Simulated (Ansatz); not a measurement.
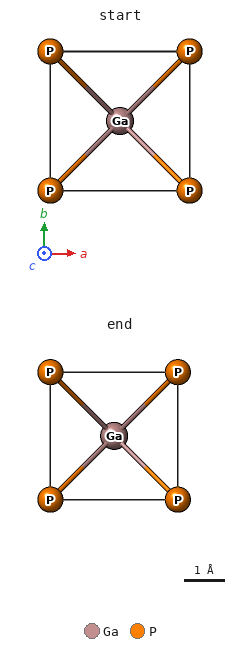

The structure of solid GaP (a generated structure, set up in Pm-3m) (coarse preliminary run) before (top) and after (bottom) a relaxation, at one scale.

A ball-and-stick model of the cell of the calculation, seen along the c axis.

These are results of DFT PBE, scalar-relativistic, plane waves, PAW (Ansatz 0.2.0), not measurements. Settings: plane-wave cutoff 420 eV; k-point mesh 6 × 6 × 6; occupations gaussian; smearing width 0.1 eV; no spin polarisation; cell and atoms relaxed; force threshold 0.04 eV/Å; at most 70 steps.

What changed between the two?

Answer. The energy falls by 0.427 eV per cell of the calculation in 4 accepted moves (5 points after the start). All forces vanish by symmetry, so only the cell relaxes. The pressure goes from −10.30 to −0.03 GPa. At 1 point the geometry stayed and the basis and grid were re-selected for the new cell (energy shift of 1.7 meV per cell of the calculation at most each time). No atom moves by more than 0.005 Å relative to the cell. Cell: a = b = c 3.520 → 3.223 Å (−8.4 %). Volume −23.2 %. Some distances before and after: Ga–P 3.048 → 2.792 Å. The space group stays Pm-3m (No. 221).
